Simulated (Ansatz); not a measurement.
System: Ti5O (slab).

```xyz
6
Lattice="2.9382 0.0000 0.0000 -1.4691 2.5445 0.0000 0.0000 0.0000 24.7117" Properties=species:S:1:pos:R:3 pbc="T T T"
Ti    1.4691    0.8482    4.0001
Ti    0.0000    1.6964    6.3252
Ti    1.4691    0.8482    8.6657
Ti    0.0000    1.6964   11.0602
Ti    1.4691    0.8482   13.2116
O     0.7346    2.1204   14.2861
```

A point of a scan over the structure, not its minimum; not relaxed (largest force 1.5 eV/Å); computed without spin polarisation; PAW files of the earlier set (soft_1).

All numbers below come from Ansatz 0.2.0, DFT PBE, scalar-relativistic, plane waves, PAW.

Q: What can the converged valence pseudo-density and electron localisation function tell about the bonding?

A: Ti–O (1.82 Å): the density is about 1 e/Å³ at the midpoint; the ELF peaks at about 0.80 in the valence shell of O, 0.6 Å from its nucleus, and is about 0.25 at the midpoint (no shared electron pair shows on this line).
Ti–Ti (2.94 Å): ρ is about 0.19 e/Å³ halfway; the ELF is about 0.25 at the midpoint: no localised pair shows between them.

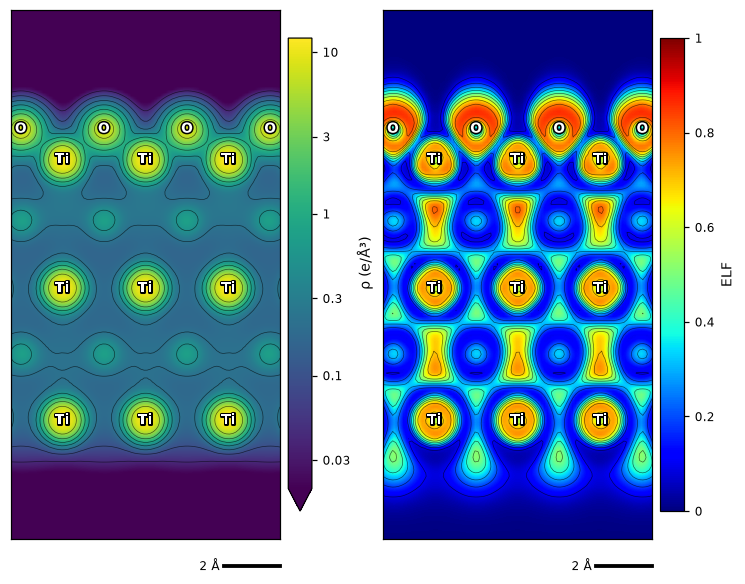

Computed valence pseudo-density and electron localisation function on the (100) plane of the calculation cell, a cut from vacuum to vacuum, in this order. Atoms just off the plane (Ti, 0.8 Å away) can leave unmarked features too.

Core electrons are frozen (PAW), and the valence fields are smoothed inside the atomic spheres.
